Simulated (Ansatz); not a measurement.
# Geometry relaxation, with input and output: Al (part 2 of 2)

Continued. System: Al (slab, 8 atoms in the cell). Method: DFT PBEsol, scalar-relativistic, plane waves, PAW, no spin polarisation (Ansatz 0.2.0); cutoff 420 eV, 12×12×1 k-mesh, Gaussian smearing of 0.1 eV. The structure derives from a Materials Project entry. The input holds or restrains some coordinates. Forces given for the steps count only the free coordinates. It belongs to a series of runs on one base structure; here: clean slab, lower half held.

Geometry of the input (Å; fractional positions):
```
2.8363  0.0000  0.0000
-1.4181  2.4563  0.0000
0.0000  0.0000  33.3138
Al 0.3333  0.6667  0.2551
Al 0.0000  0.0000  0.3251
Al 0.6667  0.3333  0.3951
Al 0.0000  0.0000  0.4650
Al 0.3333  0.6667  0.5350
Al 0.0000  0.0000  0.6049
Al 0.6667  0.3333  0.6749
Al 0.0000  0.0000  0.7449
```

```
WARN: The output density's exchange-correlation potential varies sharply where the density is thin. Do not read a vacuum level from v_tot or v_xc, or from such a field of the output density. On a cell that repeats whose density bears no net charge and no dipole along the vacuum's axis use v_es (v_loc + v_h of the components); under efield.dipole_correction with no amplitude use v_es + v_field, which holds any external_charges[].barrier, or the levels of the report's work_function block, which leave it out; under a non-zero efield.amplitude the vacuum is tilted and has no level; on a cell that repeats and bears such a dipole with no correction it is tilted too, and efield.dipole_correction with no amplitude gives each side of its ramp a level where efield: is served; in a cell that repeats whose density bears a net charge (total_charge, or a fill off its count) it is curved and has none; of a slab under crystal.periodic whose density bears no net charge use v_es, which has a level on each side, short of where the two are joined; of another it falls or rises all the way out and has none; of a slab beside external_charges read slab_vacuum_level instead, which it has where they leave it neutral. The grid or the basis barely resolves most such structure, and the values can differ between equally converged runs; as a rule a tighter scf.convergence.dr2_threshold does not remove it. Where the density itself ripples (under the LDA too) a higher basis.ecutwfc lessens it. The files hold the spikes' plane waves up to the density's cutoff. Files: v_tot_of_output_density and the like, and their columns of v_z.tsv (output.write_potential); v_xc_of_output_density and the like, and their columns of v_comp_z.tsv (output.write_potential_components). Measured: with its Gaussian average of σ = 0.25 Å subtracted twice, the exchange-correlation potential is over 0.1 eV at 38 of the grid points where the equally averaged density (valence and model cores) is under 1e-3 e/Å³, and 0.195 eV at the most among them, at an averaged density of 1.1e-8 e/Å³. The input density's (outcome.potential() and, of a run that writes arrays, v_tot and v_xc) is over 0.1 eV, so measured, at 4 points of its own thin density, 0.135 eV at the most. See output.write_potential in the manual, Limitations
SCF converged after 7 iterations
Free energy (F): -4195.486095 eV
Harris-Foulkes:  -4195.486095 eV  (|F-HF|=1.68e-10)
Internal energy: -4195.475869 eV  (E = F + TS)
E sigma→0 (E₀):  -4195.480982 eV
Entropy (-TS):   -0.010226 eV (-1.278 meV/atom)
Fermi energy:    2.650525 eV
Dipole field:    D = 0.001119 V/Å  (p = 0.001435 e·Å, saw-weighted, corrected)
Work function:   Φ+ = 4.1908 eV   Φ− = 4.2281 eV
Levels:          The Fermi level and band energies are counted from a zero that moves with the ramp; work functions are not
--- Per-component energies (eV) ---
  E_band       = -38.323679
  E_kinetic    = 180.347120
  E_local      = -7971.248051  (includes V_loc(G=0)·N_el)
  E_nonlocal   = 83.781627
  E_hartree    = 3964.408094
  E_xc         = -313.597287
  E_vxc        = -231.081754  (∫ρ·V_xc dr)
  E_paw        = -3637.671722  (= ΣΔE_a)
  E_vpaw       = -28.938812  (= ΣTr[D̂ρ^β])
  E_aug_tail   = -0.000020  (compensation charges beyond the density's cutoff)
  E_efield     = 0.000001  (sawtooth field / dipole correction)
  E_vefield    = -0.000096  (∫n·V_field dr)
  E_ewald      = 3498.351258
  E_core_change = 0.153112  (= ΣΔE_core)
  E_smearing   = -0.010226  (= −TS)
  E_closure    = 0.000000  (closes the sum)
  Σ components = -4195.486095   (vs F -4195.486095, Δ=0.00e0)
--- Forces (eV/Å), atoms counted from 1 ---
  atom   1  Al    -0.00000000     0.00000000    -0.04382551
  atom   2  Al     0.00000000    -0.00000000     0.01887576
  atom   3  Al     0.00000000    -0.00000000     0.01225508
  atom   4  Al    -0.00000000    -0.00000000     0.00969458
  atom   5  Al    -0.00000000     0.00000000     0.00182332
  atom   6  Al     0.00000000     0.00000000    -0.00053808
  atom   7  Al     0.00000000    -0.00000000    -0.00073875
  atom   8  Al     0.00000000     0.00000000     0.00245472
  max |Σ_I F_I| component: 1.12e-6 eV/Å
--- Band table (eV; the first three rows and the last of 19) ---
  k-point 0: bands = ["-8.3884", "-8.0850", "-7.6191", "-6.9480", "-6.1308", "-5.1287", "-3.9701", "-2.6100", "-1.2868", "0.3300", "1.9562", "3.6189", "5.1574", "6.3005", "6.7309", "7.6726", "7.6848", "9.3400", "9.3839", "11.4054"]
  k-point 1: bands = ["-8.2184", "-7.9153", "-7.4499", "-6.7795", "-5.9631", "-4.9619", "-3.8042", "-2.4440", "-1.1277", "0.4894", "2.1135", "3.7736", "5.3116", "6.4602", "6.8982", "7.8270", "7.8458", "9.4821", "9.5175", "11.0253"]
  k-point 2: bands = ["-7.7096", "-7.4074", "-6.9435", "-6.2751", "-5.4612", "-4.4630", "-3.3083", "-1.9486", "-0.6510", "0.9645", "2.5792", "4.2252", "5.7495", "6.8959", "7.3756", "7.8630", "8.0657", "8.3543", "8.3962", "8.6284"]
  k-point 18: bands = ["-0.5628", "-0.4327", "-0.4319", "-0.2914", "-0.1659", "-0.1432", "0.0847", "0.2435", "0.2704", "0.6625", "0.7874", "0.9279", "1.7308", "1.8290", "2.1043", "2.3634", "2.8539", "2.9117", "3.9841", "3.9995"]
--- Relaxed structure (3 steps of the walk, 3 accepted, 0 SCFs on fresh bases) ---
  F+E_penalty+E_count = -4195.48609457 eV   max|allowed force component| = 2.455e-3 eV/Å
  atoms:
    - { symbol: Al, position: [0.33333333333333337, 0.6666666666666669, 0.2551498122] }
    - { symbol: Al, position: [0.0, 0.0, 0.3251070086999999] }
    - { symbol: Al, position: [0.6666666666666667, 0.33333333333333337, 0.39506420519999996] }
    - { symbol: Al, position: [0.0, 0.0, 0.4650214017] }
    - { symbol: Al, position: [0.33333333333333337, 0.6666666666666669, 0.5344233956169919] }
    - { symbol: Al, position: [2.6211040345476955e-33, 6.690811183250346e-33, 0.6046837207494498] }
    - { symbol: Al, position: [0.6666666666666667, 0.33333333333333337, 0.6750222222632549] }
    - { symbol: Al, position: [8.36351397906293e-33, 1.672702795812586e-32, 0.7464031072520578] }
```

## Trajectory as extended XYZ (Å, eV, eV/Å), 3 frames, from step=1 to step=3
```
8
Lattice="2.8363 0.0000 0.0000 -1.4181 2.4563 0.0000 0.0000 0.0000 33.3138" Properties=species:S:1:pos:R:3:forces:R:3 step=1 energy=-4195.48238
Al    0.0000    1.6375    8.5000    0.0000   0.0000  -0.0465
Al    0.0000    0.0000   10.8305    0.0000   0.0000   0.0177
Al    1.4181    0.8188   13.1611    0.0000   0.0000   0.0090
Al    0.0000    0.0000   15.4916    0.0000   0.0000   0.0681
Al    0.0000    1.6375   17.8221    0.0000   0.0000  -0.0796
Al    0.0000    0.0000   20.1527    0.0000   0.0000   0.0043
Al    1.4181    0.8188   22.4832    0.0000   0.0000  -0.0965
Al    0.0000    0.0000   24.8138    0.0000   0.0000   0.1236
8
Lattice="2.8363 0.0000 0.0000 -1.4181 2.4563 0.0000 0.0000 0.0000 33.3138" Properties=species:S:1:pos:R:3:forces:R:3 step=2 energy=-4195.48589
Al    0.0000    1.6375    8.5000    0.0000   0.0000  -0.0432
Al    0.0000    0.0000   10.8305    0.0000   0.0000   0.0185
Al    1.4181    0.8188   13.1611    0.0000   0.0000   0.0133
Al    0.0000    0.0000   15.4916    0.0000   0.0000  -0.0089
Al    0.0000    1.6375   17.7974    0.0000   0.0000   0.0283
Al    0.0000    0.0000   20.1412    0.0000   0.0000  -0.0162
Al    1.4181    0.8188   22.4823    0.0000   0.0000   0.0322
Al    0.0000    0.0000   24.8710    0.0000   0.0000  -0.0241
8
Lattice="2.8363 0.0000 0.0000 -1.4181 2.4563 0.0000 0.0000 0.0000 33.3138" Properties=species:S:1:pos:R:3:forces:R:3 step=3 energy=-4195.48610
Al    0.0000    1.6375    8.5000    0.0000   0.0000  -0.0438
Al    0.0000    0.0000   10.8305    0.0000   0.0000   0.0189
Al    1.4181    0.8188   13.1611    0.0000   0.0000   0.0123
Al    0.0000    0.0000   15.4916    0.0000   0.0000   0.0097
Al    0.0000    1.6375   17.8037    0.0000   0.0000   0.0018
Al    0.0000    0.0000   20.1443    0.0000   0.0000  -0.0005
Al    1.4181    0.8188   22.4875    0.0000   0.0000  -0.0007
Al    0.0000    0.0000   24.8655    0.0000   0.0000   0.0025
```

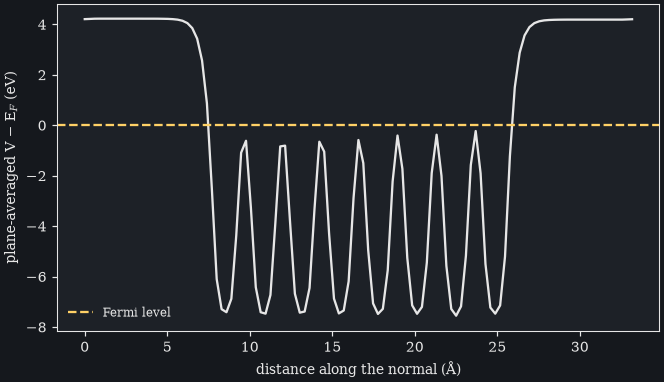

Plane average of the electrostatic potential energy of an electron across the cell, from the Fermi level. The vacuum level lies 4.19 eV above the Fermi level on the upper side and 4.23 eV on the lower.

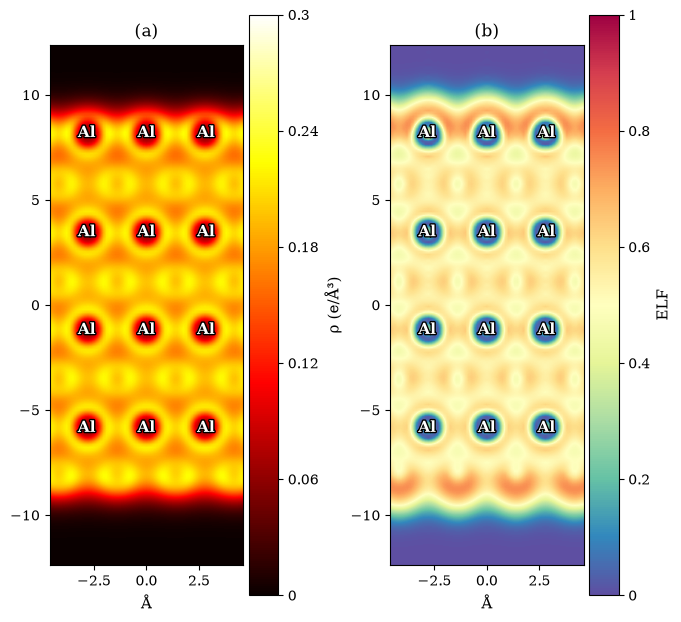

(a) valence charge density (pseudo); (b) electron localisation function on the (010) plane of the calculation cell, a cut from vacuum to vacuum. Atoms in the plane: Al. The density dies away to nearly zero in the vacuum. The fields are those of the smooth PAW valence density.

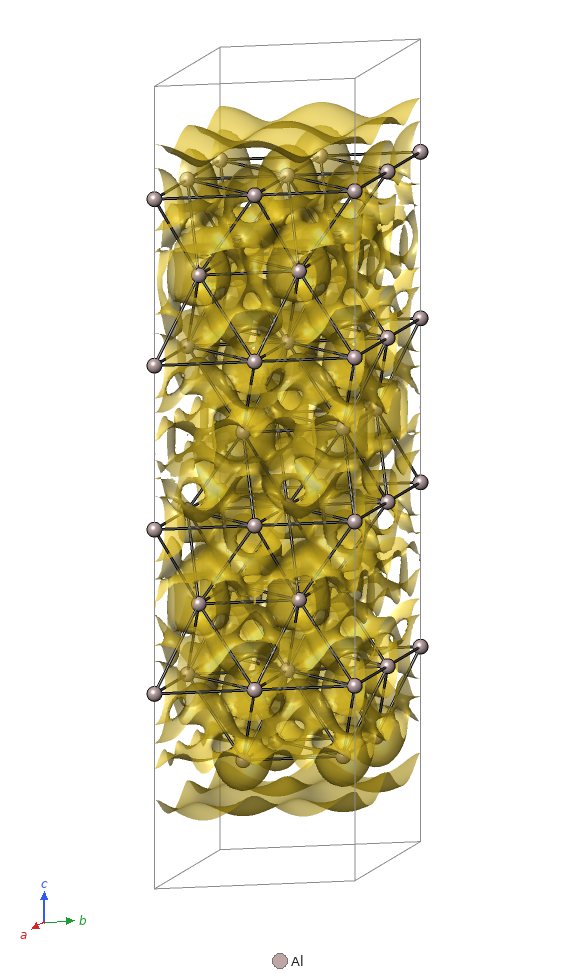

Isosurface of the electron localisation function at 0.55 (yellow), seen slightly off an axis. Core shells and regions of very low density are left out. Sticks mark near contacts. The ELF exceeds this value in sheets that run through the cell in two directions, counted in one cell of 8 atoms. Profiles from the grid: Al–Al (2.83 Å): the ELF peaks at about 0.65 between the atoms.

## Results in brief

```csv
quantity,value
outcome,converged under the restraints of the input
electrons treated,24
free energy,−4195.4861 eV
"work function, top face",4.19 eV
"work function, bottom face",4.23 eV
Fermi energy,2.651 eV
gap on the k-point mesh,none (metallic)
final volume,232.09 Å³
work function (upper face),4.19 eV
"largest force (length of the vector) at the end, held atoms and coordinates included",0.044 eV/Å
hardware,"2 threads of Intel Xeon @ 2.70GHz, 189 GiB of memory available, shared host"
wall time,24 s (CPU time 46 s)
peak memory,0.47 GiB
```

## Remarks

The program warns: the exchange-correlation potential is rough where the density is thin.
